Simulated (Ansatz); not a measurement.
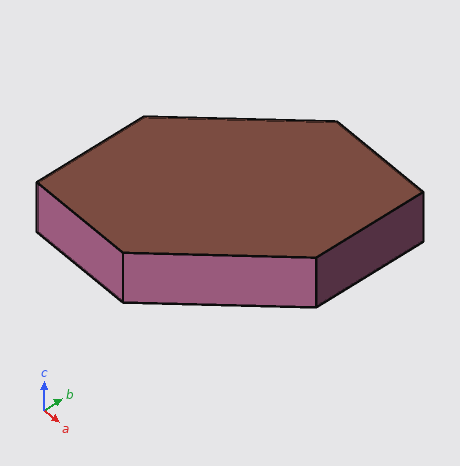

BFDH (Bravais–Friedel–Donnay–Harker) growth shape, computed from the cell and space group alone: each face lies at a distance from the centre proportional to 1/d(hkl), with d taken for the first order that the space group does not extinguish. It ignores bonding, solvent and kinetics. Faces of one form share a colour. Cell of WS2: space group P-6m2 (No. 187), a = 3.181 Å, b = 3.181 Å, c = 16.951 Å, α = 90.00°, β = 90.00°, γ = 120.00°. Source: the geometry relaxed with DFT r2SCAN, scalar-relativistic, plane waves, PAW (Ansatz). Forms under 0.4 % of the area are left out. Forms are taken in the Laue class: a face and its opposite count as one form.

Which form is which colour?

brown: {001} (d = 16.95 Å, 75 % of the area); pink: {100} (d = 2.75 Å, 25 % of the area).
